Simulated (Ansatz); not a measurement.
Al3Cu

```
Al Cu
1.0
     3.89235    0.00000    0.00000
     0.00000    3.89235    0.00000
     0.00000    0.00000    3.89235
Al Cu
3 1
Direct
  0.00000 0.50000 0.50000
  0.50000 0.00000 0.50000
  0.50000 0.50000 0.00000
  0.00000 0.00000 0.00000
```

Space group Pm-3m; a structure from a database of computed crystals, not necessarily the ambient phase; computed without spin polarisation.

The calculation used Ansatz 0.2.0, DFT PBEsol, scalar-relativistic, plane waves, PAW.

Q: What can the converged valence pseudo-density and electron localisation function tell about the bonding?

A: Al–Cu (2.75 Å): ρ is about 0.22 e/Å³ halfway; the ELF is about 0.40 at the midpoint.

Q: Does the calculation make it a metal, or give it a gap?

A: It is gapless in this calculation (a metal or semimetal).

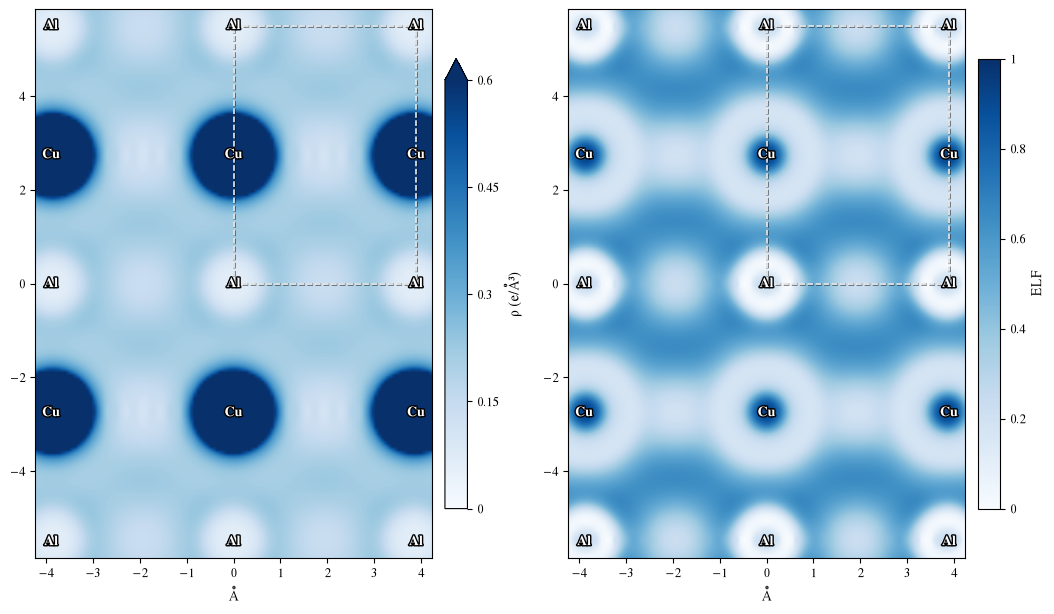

Computed valence pseudo-density and electron localisation function on the (101) plane of the conventional cell, in this order. 
